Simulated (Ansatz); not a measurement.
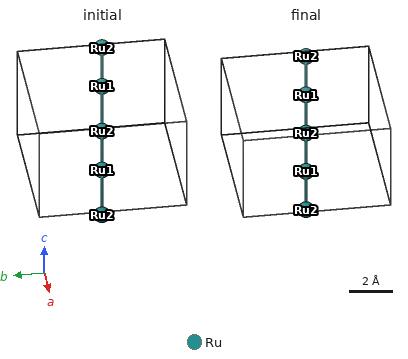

The structure of a wire of composition Ru before (left) and after (right) a relaxation, at one scale.

Style: ball-and-stick. Shown: the cell of the calculation, with the vacuum cut short, from a free direction.

The calculation used DFT PBEsol, scalar-relativistic, plane waves, PAW; settings changed in Ansatz 0.2.0.

Input
```yaml
crystal:
  lattice:
    - [9.0, 0.0, 0.0]
    - [0.0, 9.3, 0.0]
    - [0.0, 0.0, 4.7387842422]
  atoms:
    - { symbol: Ru, position: [0.5, 0.5, 0.0], spin: 1.5 }
    - { symbol: Ru, position: [0.5, 0.5, 0.465], spin: 1.5 }
basis:
  ecutwfc: 420
  ecutrho_ratio: 4
kpoints:
  mp_grid: { grid: [1, 1, 18] }
hamiltonian:
  xc: pbesol
scf:
  occupations: { method: gaussian, width: 0.05 }
output:
  forces: true
  eigenvalues: true
  stress: true
magnetization:
  spin_polarized: true
relax:
  adjacent_minimum: "off"
  f_tol: 0.01
  max_steps: 45
  cell: { fix: [a, b, alpha, beta, gamma], stress_tol: 0.03 }
```

Run as
```bash
ansatz run input.yaml --threads 2 --pin off --max-ram 5120MiB --backend cpu --events-out ev --progress --plain --runs-dir out
```

Summarise the run.

The energy falls by 0.491 eV per cell of the calculation in 4 accepted moves (5 points after the start). The largest force component goes from 0.44 to 0.00061 eV/Å. At 1 point the geometry stayed and the basis and grid were re-selected for the new cell (energy shift of 1.8 meV per cell of the calculation at most each time). The largest moves relative to the layer's centre, 0.076 Å, are those of Ru1 and Ru2. Along the periodic axis the drawn cell goes c 4.739 → 4.340 Å (−8.4 %). Near-neighbour distances that change, for instance: Ru1–Ru2 2.535 → 2.170 Å, Ru1–Ru2 (another image) 2.204 → 2.170 Å. Cost: 62 s on 2 threads of Arm Neoverse N1, with other jobs on the host, peak memory 0.62 GiB.

Limits of the set-up: the k-point mesh is coarse for a cell with partly filled bands.
